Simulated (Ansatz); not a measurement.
**Geometry relaxation of TiO$_{2}$ (part 2 of 2)**

TiO$_{2}$ (I4₁/amd, 6 atoms in the cell); DFT, r2SCAN, plane waves, PAW, no spin polarisation (Ansatz 0.2.0); cutoff 500 eV, 8×8×8 k-mesh, Fermi–Dirac smearing of 0.02 eV. The structure derives from a Materials Project entry. The geometry comes from this level: PBE.

Geometry of the input (Å; fractional positions):
```
-1.8996  1.8996  4.8488
1.8996  -1.8996  4.8488
1.8996  1.8996  -4.8488
Ti 0.0000  0.0000  0.0000
Ti 0.7500  0.2500  0.5000
O  0.9565  0.4565  0.5000
O  0.2065  0.2065  0.0000
O  0.5435  0.0435  0.5000
O  0.7935  0.7935  0.0000
```

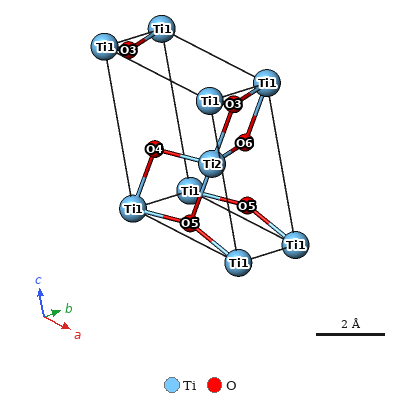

Figure 1. The geometry at step 3 of the log (ball-and-stick view of the reduced cell, seen slightly off an axis; atoms are numbered from 1 in the order of the input).

## Output, continued
```
SCF iter   1: F=—  HF=-7292.664198 eV  |F-HF|=—  |Δ(HF+E_count)|=         —  Δρ=1.47e-4  dr2=5.79e-6  dr2_τ=2.40e-4  ethr=1.15e-8  ⟨swp⟩=3.0  Hψ=10600  notcnv=0
preconditioner: auto → none  [insulator: Δε(μ)=2.570 eV  Ē_g=10.313 eV  σ=0.020 eV  W_gap=1.00  n_scr=14 (ndim 8)  ℏωp=25.4 eV  f_vac=0.103  D(μ)=0.00/eV (n_scr^D=0)  ε∞_Penn≈7.1]
SCF iter   2: F=—  HF=-7292.664223 eV  |F-HF|=—  |Δ(HF+E_count)|=   2.52e-5  Δρ=6.75e-5  dr2=1.43e-6  dr2_τ=1.68e-7  ethr=1.15e-8  ⟨swp⟩=2.0  Hψ=3186  notcnv=0
SCF iter   3: F=—  HF=-7292.664224 eV  |F-HF|=—  |Δ(HF+E_count)|=   5.91e-7  Δρ=4.64e-5  dr2=1.39e-6  dr2_τ=1.40e-7  ethr=2.97e-9  ⟨swp⟩=2.0  Hψ=2666  notcnv=0
SCF iter   4: F=—  HF=-7292.664223 eV  |F-HF|=—  |Δ(HF+E_count)|=   1.78e-7  Δρ=2.02e-5  dr2=2.45e-7  dr2_τ=2.95e-8  ethr=2.90e-9  ⟨swp⟩=2.0  Hψ=2541  notcnv=0
SCF iter   5: F=—  HF=-7292.664223 eV  |F-HF|=—  |Δ(HF+E_count)|=   1.95e-8  Δρ=6.71e-6  dr2=1.69e-8  dr2_τ=9.81e-10  ethr=5.09e-10  ⟨swp⟩=2.0  Hψ=2279  notcnv=0
SCF iter   6: F=-7292.664223 eV  HF=-7292.664223 eV  |F-HF|=1.32e-10  |Δ(HF+E_count)|=   2.46e-9  Δρ=1.02e-6  dr2=3.29e-10  dr2_τ=8.70e-11  ethr=2.22e-11  ⟨swp⟩=7.9  Hψ=9480  notcnv=0
SCF 5 converged in 6 iterations: F = -7292.664223 eV  dr2 = 3.29e-10
relax step   5: F+E_penalty+E_count = -7292.66422345 eV  Δ(F+E_penalty+E_count) = -2.866e-5 eV  max|allowed force component| = 1.537e-3 eV/Å  Δτ_max = 0.0012 Å  P = -0.000 GPa  Ω = 68.386 Å³  energy of the carried Pulay correction = +9.577e-4 eV  (6 SCF iters, dr2 threshold 1.07e-8 eV, accepted)
Initial wavefunctions: pseudopotential atomic-orbital guess (no wavefunctions were taken with the density)
iter 1 solved again at ethr=7.42e-9 eV; its pass at ethr=3.10e-3 eV (dr2=3.56e-6 eV) is discarded
SCF iter   1: F=—  HF=-7292.663199 eV  |F-HF|=—  |Δ(HF+E_count)|=         —  Δρ=7.79e-5  dr2=3.91e-7  dr2_τ=2.25e-6  ethr=7.42e-9  ⟨swp⟩=3.8  Hψ=12807  notcnv=0
preconditioner: auto → none  [insulator: Δε(μ)=2.569 eV  Ē_g=10.313 eV  σ=0.020 eV  W_gap=1.00  n_scr=14 (ndim 8)  ℏωp=25.4 eV  f_vac=0.103  D(μ)=0.00/eV (n_scr^D=0)  ε∞_Penn≈7.1]
SCF iter   2: F=—  HF=-7292.663199 eV  |F-HF|=—  |Δ(HF+E_count)|=   7.64e-7  Δρ=3.88e-5  dr2=9.88e-8  dr2_τ=1.39e-7  ethr=8.14e-10  ⟨swp⟩=2.2  Hψ=2717  notcnv=0
SCF iter   3: F=—  HF=-7292.663200 eV  |F-HF|=—  |Δ(HF+E_count)|=   2.33e-7  Δρ=8.97e-6  dr2=4.48e-8  dr2_τ=5.35e-9  ethr=2.06e-10  ⟨swp⟩=2.0  Hψ=2714  notcnv=0
SCF iter   4: F=—  HF=-7292.663200 eV  |F-HF|=—  |Δ(HF+E_count)|=   7.43e-9  Δρ=2.47e-6  dr2=3.64e-9  dr2_τ=4.86e-10  ethr=9.34e-11  ⟨swp⟩=2.0  Hψ=2614  notcnv=0
SCF iter   5: F=—  HF=-7292.663200 eV  |F-HF|=—  |Δ(HF+E_count)|=  1.80e-10  Δρ=6.15e-7  dr2=7.09e-11  dr2_τ=4.79e-11  ethr=7.58e-12  ⟨swp⟩=2.1  Hψ=2338  notcnv=0
SCF iter   6: F=-7292.663200 eV  HF=-7292.663200 eV  |F-HF|=9.09e-13  |Δ(HF+E_count)|=  1.55e-10  Δρ=5.68e-8  dr2=6.42e-13  dr2_τ=7.99e-13  ethr=1.00e-12  ⟨swp⟩=6.0  Hψ=7721  notcnv=0
SCF 6 converged in 6 iterations: F = -7292.663200 eV  dr2 = 6.42e-13
relax step   6: F+E_penalty+E_count = -7292.66319959 eV  Δ(F+E_penalty+E_count) = +1.024e-3 eV  max|allowed force component| = 1.466e-3 eV/Å  Δτ_max = 0.0000 Å  P = +0.011 GPa  Ω = 68.386 Å³  stress off target by 1.94e-2 GPa  SCF on the basis re-selected at this cell (its energy is not comparable with the rows above)  (6 SCF iters)
basis re-selected at this cell: Δ(F+E_penalty+E_count) = +1.024e-3 eV, ΔP = +0.011 GPa vs the last step (what re-selecting the basis moved, of the pressure what is left beyond the Pulay correction that the steps carried, after the strain that the cell walked since its last selection, with what the two solves' SCF thresholds leave and, on support functions, any second-order correction that the steps lacked; it is no measure of the basis error at this ecutwfc). This SCF's stress stands 1.94e-2 GPa from its target on what of the cell is left free (relax.cell.stress_tol is 5.00e-2 GPa) and its largest allowed force component is 1.47e-3 eV/Å (relax.f_tol is 5.00e-3 eV/Å): within both
SCF converged after 6 iterations
Free energy (F): -7292.663200 eV
Harris-Foulkes:  -7292.663200 eV  (|F-HF|=9.09e-13)
Internal energy: -7292.663200 eV  (E = F + TS)
E sigma→0 (E₀):  -7292.663200 eV
Fermi energy:    8.180895 eV
--- Per-component energies (eV) ---
  E_band       = -507.875368
  E_kinetic    = 1251.728671
  E_local      = -3571.032114  (includes V_loc(G=0)·N_el)
  E_nonlocal   = 191.965037
  E_hartree    = 1382.624601
  E_xc         = -482.716645
  E_vxc        = -693.320361  (∫ρ·V_xc dr)
  E_paw        = -2747.619448  (= ΣΔE_a)
  E_vpaw       = -498.331933  (= ΣTr[D̂ρ^β])
  E_aug_tail   = 0.004415  (compensation charges beyond the density's cutoff)
  E_vtau       = 45.861733  (kinetic-family band-sum trace: ∫τ·v_τ [+ j·A + Jᵃ·Aᵃ] dr)
  E_ewald      = -3316.983040
  E_core_change = -0.634678  (= ΣΔE_core)
  E_smearing   = -0.000000  (= −TS)
  E_closure    = 0.000000  (closes the sum)
  Σ components = -7292.663200   (vs F -7292.663200, Δ=0.00e0)
--- Forces (eV/Å), atoms counted from 1 ---
  atom   1  Ti     0.00000000     0.00000000     0.00000000
  atom   2  Ti     0.00000000     0.00000000     0.00000000
  atom   3  O      0.00000000     0.00000000    -0.00146640
  atom   4  O      0.00000000     0.00000000    -0.00146640
  atom   5  O      0.00000000     0.00000000     0.00146640
  atom   6  O      0.00000000     0.00000000     0.00146640
  max |Σ_I F_I| component: 1.52e-18 eV/Å
--- Stress (GPa, compression-positive) ---
        0.019417      -0.000000       0.000000
       -0.000000       0.019417      -0.000000
        0.000000       0.000000      -0.005714
  P = ⅓ Tr σ = 0.0110 GPa (0.110 kbar)
--- Band table (eV; the first three rows and the last of 59) ---
  k-point 0: bands = ["-51.6878", "-51.6291", "-27.0864", "-26.8458", "-26.8458", "-26.7770", "-26.7770", "-26.6910", "-11.7585", "-10.7468", "-10.6214", "-10.2695", "2.8480", "3.0260", "3.0260", "3.3872", "4.8218", "4.8218", "4.8575", "6.0917", "6.1232", "6.1232", "6.4400", "6.4400", "9.4436", "10.1561", "11.3569", "11.3569", "11.3576", "11.3576"]
  k-point 1: bands = ["-51.6849", "-51.6307", "-27.0855", "-26.8753", "-26.8566", "-26.7940", "-26.7772", "-26.6859", "-11.6079", "-10.6551", "-10.5556", "-10.2245", "2.7213", "2.8244", "2.8395", "3.4164", "4.5255", "4.9325", "5.0005", "5.7685", "5.7904", "5.7918", "6.1627", "6.6072", "10.0352", "10.2393", "10.7632", "11.0769", "11.1333", "11.3100"]
  k-point 2: bands = ["-51.6770", "-51.6355", "-27.0833", "-26.9394", "-26.8813", "-26.8352", "-26.7723", "-26.6857", "-11.2143", "-10.4474", "-10.3856", "-10.1201", "2.2640", "2.4947", "2.7446", "3.6105", "4.0085", "4.3263", "4.5248", "4.8929", "5.0551", "5.9244", "6.2924", "6.6798", "10.2671", "10.4217", "10.8409", "11.0210", "11.0800", "11.6198"]
  k-point 58: bands = ["-51.6586", "-51.6586", "-26.8923", "-26.8923", "-26.8681", "-26.8681", "-26.7544", "-26.7544", "-11.1854", "-11.1854", "-10.5345", "-10.5345", "3.1134", "3.1134", "3.1137", "3.1137", "4.8502", "4.8502", "5.5204", "5.5204", "5.6240", "5.6240", "6.7931", "6.7931", "9.7881", "9.7881", "11.1041", "11.1041", "11.6243", "11.6243"]
--- Relaxed structure (5 steps of the walk, 5 accepted, 1 SCFs on fresh bases) ---
  F+E_penalty+E_count = -7292.66319959 eV   max|allowed force component| = 1.466e-3 eV/Å   (the final SCF, on the basis selected at the relaxed cell)
  cell:  # Å, volume = 68.3863 Å³
    - [-1.8888957585456418, 1.8888957585456418, 4.791738507807934]
    - [1.8888957585456418, -1.8888957585456418, 4.791738507807934]
    - [1.8888957585456418, 1.8888957585456418, -4.791738507807934]
  atoms:
    - { symbol: Ti, position: [3.1676678857890476e-20, 3.1676678857890826e-20, 3.3477610525088894e-34] }
    - { symbol: Ti, position: [0.7500000000000002, 0.25, 0.5000000000000001] }
    - { symbol: O, position: [0.9572855797946825, 0.45728557979468243, 0.5000000000000001] }
    - { symbol: O, position: [0.2072855797946824, 0.2072855797946824, -1.6696827882531733e-34] }
    - { symbol: O, position: [0.5427144202053177, 0.0427144202053176, 0.5000000000000001] }
    - { symbol: O, position: [0.7927144202053178, 0.7927144202053178, 1.8992423355845054e-34] }
```

## File rho_z.tsv
```
# z_ang	rho[e/angstrom^3]
# format = ansatz-planar-average/11
# lattice	-1.888895759	1.888895759	4.791738508
# lattice	1.888895759	-1.888895759	4.791738508
# lattice	1.888895759	1.888895759	-4.791738508
# sites	6
# site	22	0.000000000	-0.000000000	0.000000000
# site	22	-0.000000000	1.888895759	2.395869254
# site	8	0.000000000	1.888895759	4.382385844
# site	8	-0.000000000	0.000000000	1.986516590
# site	8	-0.000000000	1.888895759	0.409352664
# site	8	0.000000000	-0.000000000	7.596960426
0.000000	9.836411e-1
0.121912	9.735294e-1
0.243824	9.436740e-1
0.365736	8.955930e-1
0.487648	8.320392e-1
0.609560	7.571906e-1
0.731472	6.766362e-1
0.853384	5.969877e-1
0.975296	5.251114e-1
1.097208	4.672089e-1
1.219120	4.280806e-1
1.341031	4.107774e-1
1.462943	4.165803e-1
1.584855	4.450650e-1
1.706767	4.940744e-1
1.828679	5.596646e-1
1.950591	6.362647e-1
2.072503	7.172299e-1
2.194415	7.957081e-1
2.316327	8.655239e-1
2.438239	9.217712e-1
2.560151	9.610010e-1
2.682063	9.811058e-1
2.803975	9.811058e-1
2.925887	9.610010e-1
3.047799	9.217712e-1
3.169711	8.655239e-1
3.291623	7.957081e-1
3.413535	7.172299e-1
3.535447	6.362647e-1
3.657359	5.596646e-1
3.779271	4.940744e-1
3.901183	4.450650e-1
4.023094	4.165803e-1
4.145006	4.107774e-1
4.266918	4.280806e-1
4.388830	4.672089e-1
4.510742	5.251114e-1
4.632654	5.969877e-1
4.754566	6.766362e-1
4.876478	7.571906e-1
4.998390	8.320392e-1
5.120302	8.955930e-1
5.242214	9.436740e-1
5.364126	9.735294e-1
```

## File v_z.tsv
```
# z_ang	v_es[eV]	v_tot[eV]
# format = ansatz-planar-average/11
# xc	r2scan
# density_cutoff_ev	2000
# datasets	Ti=:simpson_from_first_knot:soft:shift=0	O=:simpson_from_first_knot:soft:shift=0
# lattice	-1.888895759	1.888895759	4.791738508
# lattice	1.888895759	-1.888895759	4.791738508
# lattice	1.888895759	1.888895759	-4.791738508
# sites	6
# site	22	0.000000000	-0.000000000	0.000000000
# site	22	-0.000000000	1.888895759	2.395869254
# site	8	0.000000000	1.888895759	4.382385844
# site	8	-0.000000000	0.000000000	1.986516590
# site	8	-0.000000000	1.888895759	0.409352664
# site	8	0.000000000	-0.000000000	7.596960426
0.000000	2.784155e0	-8.747187e0
0.121912	2.845168e0	-8.663366e0
0.243824	3.025347e0	-8.423677e0
0.365736	3.315421e0	-8.055472e0
0.487648	3.697814e0	-7.586841e0
0.609560	4.146142e0	-7.040082e0
0.731472	4.628512e0	-6.438214e0
0.853384	5.120275e0	-5.808075e0
0.975296	5.615248e0	-5.174254e0
1.097208	6.107593e0	-4.566939e0
1.219120	6.520667e0	-4.078801e0
1.341031	6.729857e0	-3.838042e0
1.462943	6.657685e0	-3.920658e0
1.584855	6.331858e0	-4.299689e0
1.706767	5.864395e0	-4.863320e0
1.828679	5.366875e0	-5.490537e0
1.950591	4.874212e0	-6.124855e0
2.072503	4.384880e0	-6.744495e0
2.194415	3.915768e0	-7.321841e0
2.316327	3.496481e0	-7.832262e0
2.438239	3.157564e0	-8.253720e0
2.560151	2.920753e0	-8.561497e0
2.682063	2.799459e0	-8.726022e0
2.803975	2.799459e0	-8.726022e0
2.925887	2.920753e0	-8.561497e0
3.047799	3.157564e0	-8.253720e0
3.169711	3.496481e0	-7.832262e0
3.291623	3.915768e0	-7.321841e0
3.413535	4.384880e0	-6.744495e0
3.535447	4.874212e0	-6.124855e0
3.657359	5.366875e0	-5.490537e0
3.779271	5.864395e0	-4.863320e0
3.901183	6.331858e0	-4.299689e0
4.023094	6.657685e0	-3.920658e0
4.145006	6.729857e0	-3.838042e0
4.266918	6.520667e0	-4.078801e0
4.388830	6.107593e0	-4.566939e0
4.510742	5.615248e0	-5.174254e0
4.632654	5.120275e0	-5.808075e0
4.754566	4.628512e0	-6.438214e0
4.876478	4.146142e0	-7.040082e0
4.998390	3.697814e0	-7.586841e0
5.120302	3.315421e0	-8.055472e0
5.242214	3.025347e0	-8.423677e0
5.364126	2.845168e0	-8.663366e0
```

## Trajectory as extended XYZ (Å, eV, eV/Å), 6 frames, from step=1 to step=6
```
6
Lattice="-1.8996 1.8996 4.8488 1.8996 -1.8996 4.8488 1.8996 1.8996 -4.8488" Properties=species:S:1:pos:R:3:forces:R:3 step=1 energy=-7292.64049 pressure_GPa=-4.66
Ti    0.0000    0.0000    0.0000    0.0000   0.0000   0.0000
Ti    0.0000    1.8996    2.4244    0.0000   0.0000   0.0000
O     0.0000    1.8996    4.4268    0.0000   0.0000  -0.0855
O     0.0000    0.0000    2.0024    0.0000   0.0000  -0.0855
O     0.0000    1.8996    0.4220    0.0000   0.0000   0.0855
O     0.0000    0.0000    7.6953    0.0000   0.0000   0.0855
6
Lattice="-1.8909 1.8909 4.8148 1.8909 -1.8909 4.8148 1.8909 1.8909 -4.8148" Properties=species:S:1:pos:R:3:forces:R:3 step=2 energy=-7292.66199 pressure_GPa=-1.33
Ti    0.0000    0.0000    0.0000    0.0000   0.0000   0.0000
Ti    0.0000    1.8909    2.4074    0.0000   0.0000   0.0000
O     0.0000    1.8909    4.3991    0.0000   0.0000  -0.0186
O     0.0000    0.0000    1.9917    0.0000   0.0000  -0.0186
O     0.0000    1.8909    0.4157    0.0000   0.0000   0.0186
O     0.0000    0.0000    7.6378    0.0000   0.0000   0.0186
6
Lattice="-1.8878 1.8878 4.7976 1.8878 -1.8878 4.7976 1.8878 1.8878 -4.7976" Properties=species:S:1:pos:R:3:forces:R:3 step=3 energy=-7292.66417 pressure_GPa=0.07
Ti    0.0000    0.0000    0.0000    0.0000   0.0000   0.0000
Ti    0.0000    1.8878    2.3988    0.0000   0.0000   0.0000
O     0.0000    1.8878    4.3859    0.0000   0.0000   0.0043
O     0.0000    0.0000    1.9871    0.0000   0.0000   0.0043
O     0.0000    1.8878    0.4117    0.0000   0.0000  -0.0043
O     0.0000    0.0000    7.6080    0.0000   0.0000  -0.0043
6
Lattice="-1.8882 1.8882 4.7958 1.8882 -1.8882 4.7958 1.8882 1.8882 -4.7958" Properties=species:S:1:pos:R:3:forces:R:3 step=4 energy=-7292.66420 pressure_GPa=0.03
Ti    0.0000    0.0000    0.0000    0.0000   0.0000   0.0000
Ti    0.0000    1.8882    2.3979    0.0000   0.0000   0.0000
O     0.0000    1.8882    4.3849    0.0000   0.0000   0.0013
O     0.0000    0.0000    1.9870    0.0000   0.0000   0.0013
O     0.0000    1.8882    0.4109    0.0000   0.0000  -0.0013
O     0.0000    0.0000    7.6046    0.0000   0.0000  -0.0013
6
Lattice="-1.8889 1.8889 4.7917 1.8889 -1.8889 4.7917 1.8889 1.8889 -4.7917" Properties=species:S:1:pos:R:3:forces:R:3 step=5 energy=-7292.66422 pressure_GPa=-0.00
Ti    0.0000    0.0000    0.0000    0.0000   0.0000   0.0000
Ti    0.0000    1.8889    2.3959    0.0000   0.0000   0.0000
O     0.0000    1.8889    4.3824    0.0000   0.0000  -0.0015
O     0.0000    0.0000    1.9865    0.0000   0.0000  -0.0015
O     0.0000    1.8889    0.4094    0.0000   0.0000   0.0015
O     0.0000    0.0000    7.5970    0.0000   0.0000   0.0015
6
Lattice="-1.8889 1.8889 4.7917 1.8889 -1.8889 4.7917 1.8889 1.8889 -4.7917" Properties=species:S:1:pos:R:3:forces:R:3 step=6 energy=-7292.66320 pressure_GPa=0.01
Ti    0.0000    0.0000    0.0000    0.0000   0.0000   0.0000
Ti    0.0000    1.8889    2.3959    0.0000   0.0000   0.0000
O     0.0000    1.8889    4.3824    0.0000   0.0000  -0.0015
O     0.0000    0.0000    1.9865    0.0000   0.0000  -0.0015
O     0.0000    1.8889    0.4094    0.0000   0.0000   0.0015
O     0.0000    0.0000    7.5970    0.0000   0.0000   0.0015
```

## Key numbers

```json
{"quantity": "outcome", "value": "converged"}
{"quantity": "space group (tolerance 0.01 Å)", "value": "I4₁/amd (141)"}
{"quantity": "electrons treated", "value": "48"}
{"quantity": "free energy", "value": "−7292.6632 eV"}
{"quantity": "Fermi energy", "value": "8.181 eV"}
{"quantity": "gap on the k-point mesh", "value": "2.57 eV"}
{"quantity": "pressure", "value": "0.01 GPa"}
{"quantity": "final volume", "value": "68.39 Å³"}
{"quantity": "largest force (length of the vector) at the end", "value": "0.001 eV/Å"}
{"quantity": "final cell", "value": "a = 5.486 Å, b = 5.486 Å, c = 5.486 Å, α = 139.72°, β = 139.72°, γ = 58.28°"}
{"quantity": "hardware", "value": "4 threads of Arm Neoverse V1, 24 GiB of memory available, shared host"}
{"quantity": "wall time", "value": "27 s (CPU time 1.8 min)"}
{"quantity": "peak memory", "value": "0.89 GiB"}
```
